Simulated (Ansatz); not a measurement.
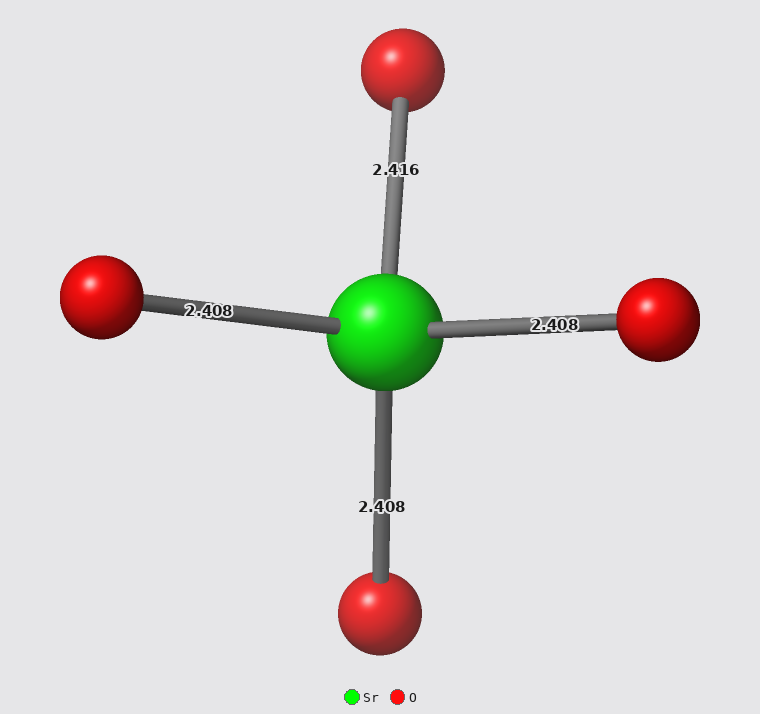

The surroundings of site Sr6 (at 0.000, 0.000, 0.714) in SrO (P3m1, No. 156), with bond lengths in Å.

Origin of the cell: the geometry relaxed with DFT PBEsol, scalar-relativistic, plane waves, PAW in Ansatz 0.2.0; the starting structure was generated, so it need not be a known form of this composition.

```xyz
14
Lattice="3.9806 0.0000 0.0000 -1.9903 3.4473 0.0000 0.0000 0.0000 21.5939" Properties=species:S:1:pos:R:3 pbc="T T T"
Sr    0.0000    0.0000   21.5734
O     0.0000    0.0000    2.3645
Sr    0.0000    2.2982    3.0263
O     0.0000    2.2982    5.4113
Sr    0.0000    0.0000    6.0741
O     0.0000    0.0000    8.4598
Sr    0.0000    2.2982    9.1553
O     0.0000    2.2982   11.5739
Sr    1.9903    1.1491   12.2927
O     1.9903    1.1491   14.7098
Sr    0.0000    0.0000   15.4275
O     0.0000    0.0000   17.8438
Sr    0.0000    2.2982   18.5280
O     0.0000    2.2982   20.9121
```

Bond valence s = exp((R0 − d)/b), R0 fitted to published crystal structures with b = 0.37 Å; R0 in Å: Sr2+–O 2.105.

Question: Calculate the bond-valence sum of Sr6 from the bonds drawn.

Answer: 3 × 0.441 + 1 × 0.431 = 1.75 v.u., against a formal valence of 2: underbonded (bonds long for this ion) by 0.25.

Question: And over the whole structure?

Answer:
| site | x, y, z | formal valence | bond-valence sum | difference |
| --- | --- | --- | --- | --- |
| Sr1 | 0.000, 0.000, 0.999 | +2 | 1.87 | -0.13 |
| O1 | 0.000, 0.000, 0.110 | −2 | 1.87 | -0.13 |
| Sr2 | 0.333, 0.667, 0.140 | +2 | 1.87 | -0.13 |
| O2 | 0.333, 0.667, 0.251 | −2 | 1.87 | -0.13 |
| Sr3 | 0.000, 0.000, 0.281 | +2 | 1.87 | -0.13 |
| O3 | 0.000, 0.000, 0.392 | −2 | 1.83 | -0.17 |
| Sr4 | 0.333, 0.667, 0.424 | +2 | 1.80 | -0.20 |
| O4 | 0.333, 0.667, 0.536 | −2 | 1.77 | -0.23 |
| Sr5 | 0.667, 0.333, 0.569 | +2 | 1.77 | -0.23 |
| O5 | 0.667, 0.333, 0.681 | −2 | 1.77 | -0.23 |
| Sr6 | 0.000, 0.000, 0.714 | +2 | 1.77 | -0.23 |
| O6 | 0.000, 0.000, 0.826 | −2 | 1.81 | -0.19 |
| Sr7 | 0.333, 0.667, 0.858 | +2 | 1.84 | -0.16 |
| O7 | 0.333, 0.667, 0.968 | −2 | 1.88 | -0.12 |

These sums include all anions within 5 Å. The global instability index (root mean square of the differences over all atoms) is 0.18 v.u.: moderate strain, common in real structures.
